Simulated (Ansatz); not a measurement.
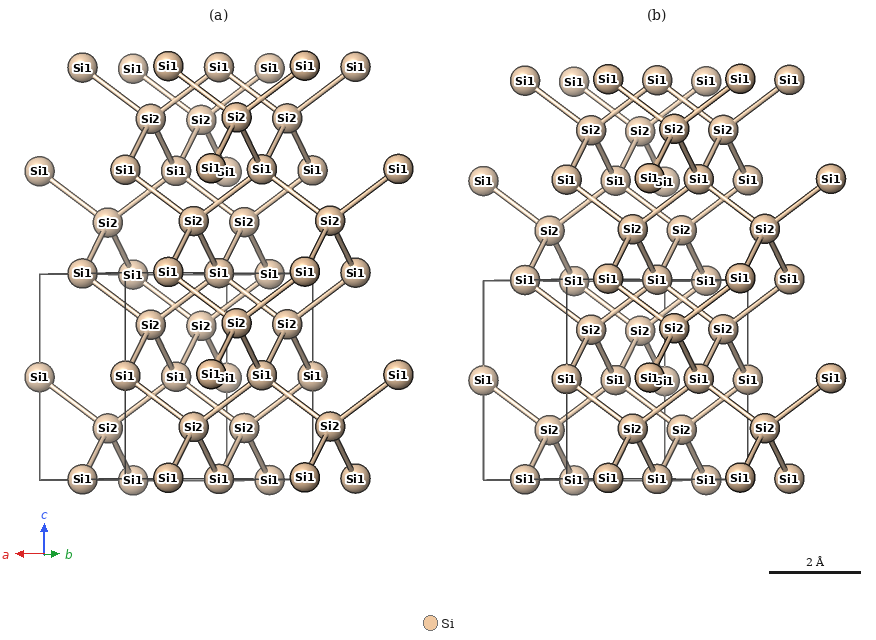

Left: a symmetric starting cell of Si (made from another compound by putting Si in place of C). Right: the same structure after one change, at the same scale. Style: ball-and-stick. Shown: the conventional cell (4 times the calculation's cell), repeated 1 × 2 × 2 with one cell outlined, from a free direction. Lengths and directions refer to the drawn axes.

All numbers below come from Ansatz, DFT PBE, scalar-relativistic, plane waves, PAW. Set-up: plane-wave cutoff 420 eV; k-point mesh 16 × 16 × 16; occupations gaussian; smearing width 0.1 eV; no spin polarisation.

Question: Which change leads from the left to the right?

Answer: All lengths are scaled by −3.2 % (volume −9.2 %), the atoms keeping their fractional coordinates. No relaxation follows. The starting cell wasn't computed here and needn't be at equilibrium, so pressure and forces aren't due to the change alone.

Question: What does the change do?

Answer: Near-neighbour distances before and after: Si–Si 1.971 → 1.909 Å. The space group stays Fd-3m (No. 227). The pressure is 202.1 GPa (not all of it need come from the change, since the unchanged cell can be under pressure at this level too). All forces vanish by symmetry.
